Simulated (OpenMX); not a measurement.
**Energy of Zr along an even scaling of the cell**

System: Zr (P6₃/mmc, 2 atoms in the cell).
Method: Kohn-Sham DFT of a periodic cell, PBE, OpenMX 2013 PBE set, no spin polarisation (OpenMX 3.8.5).

The 7 runs differ only in the geometry, by an even scaling of the cell at fixed fractional positions. The structure derives from an entry of the Crystallography Open Database.

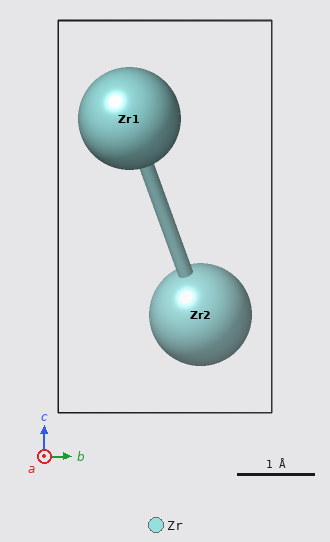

Figure 1. The structure of run 4 (ball-and-stick view of the cell of the calculation, along the a axis; atoms are numbered from 1 in the order of the input).

### Input of run 4
```
System.CurrrentDirectory             ./
System.Name                          Zr
DATA.PATH                            ./DFT_DATA13
level.of.stdout                      1
level.of.fileout                     0
Species.Number                       1
<Definition.of.Atomic.Species
  Zr  Zr7.0-s3p2d2           Zr_PBE13
Definition.of.Atomic.Species>

Atoms.Number                         2
Atoms.SpeciesAndCoordinates.Unit     FRAC
<Atoms.SpeciesAndCoordinates
    1  Zr    0.6666666667    0.3333333333    0.7500000000   6.000  6.000
    2  Zr    0.3333333333    0.6666666667    0.2500000000   6.000  6.000
Atoms.SpeciesAndCoordinates>

Atoms.UnitVectors.Unit               Ang
<Atoms.UnitVectors
     3.2320000000    0.0000000000    0.0000000000
    -1.6160000000    2.7989941050    0.0000000000
     0.0000000000    0.0000000000    5.1470000000
Atoms.UnitVectors>

scf.XcType                           GGA-PBE
scf.SpinPolarization                 off
scf.ElectronicTemperature            580.226
scf.energycutoff                     400.0
scf.maxIter                          100
scf.EigenvalueSolver                 band
scf.Kgrid                            9 9 5
scf.Mixing.Type                      rmm-diisk
scf.Init.Mixing.Weight               0.05
scf.Min.Mixing.Weight                0.001
scf.Max.Mixing.Weight                0.3
scf.Mixing.History                   25
scf.Mixing.StartPulay                8
scf.criterion                        1.0e-8
scf.stress.tensor                    on
MD.Type                              nomd
```

Command:
```bash
openmx Zr.dat -nt 1 > Zr.std
```

Run 2 has the same physical settings and fractional positions; its lattice vectors (Å) are:
```
   3.188319    0.000000    0.000000
  -1.594159    2.761165    0.000000
   0.000000    0.000000    5.077437
```

### Results, with one run withheld

```tsv
run	volume per atom (Å³)	free energy per atom, from the lowest run given (meV)
1	21.884	42.53
2	22.350	?
3	22.815	8.14
4	23.281	1.08
5	23.746	0.00
6	24.212	4.43
7	24.678	13.95
```

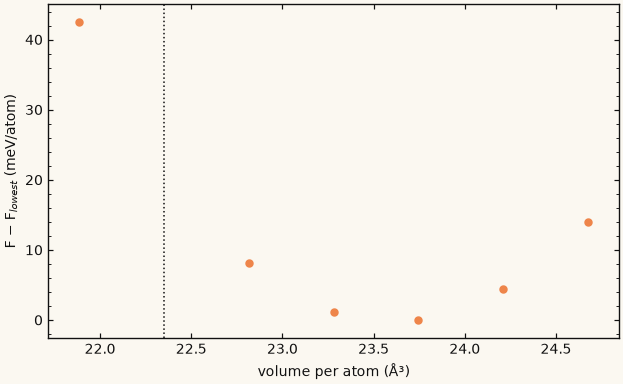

Figure 2. Free energy per atom of the runs given; the dotted line marks run 2.

Estimate the energy of run 2 from the others.

A cubic polynomial in V^(−2/3) (the Birch–Murnaghan form), fitted to the 6 runs given, misses them by at most 0.01 meV per atom. With x = V^(−2/3) − 0.12221 Å⁻², it reads F = 0.20971 + 1470 x + 1.1011e+06 x² − 2.9103e+06 x³ (meV per atom). At run 2 it gives 21.75 meV per atom, and the run itself gives 21.76. The fit has its minimum at 23.599 Å³ per atom, where V d²F/dV² gives 98.7 GPa. Cell shape and fractional positions are held, so this is the stiffness under even scaling; the relaxed bulk modulus wasn't computed.

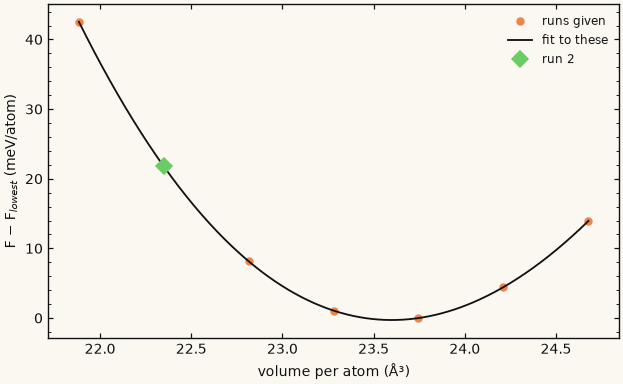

Figure 3. The fit and the withheld run.

### Some lines of the output (run 2)
```
[...]
  Cell_Volume =    301.644384313223 (Bohr^3)
        Total energy (Hartree) at MD = 1
   kloop=0
   kloop=1
   kloop=202
```

Notes: With a small basis of atomic orbitals these values can differ much from converged plane-wave results.
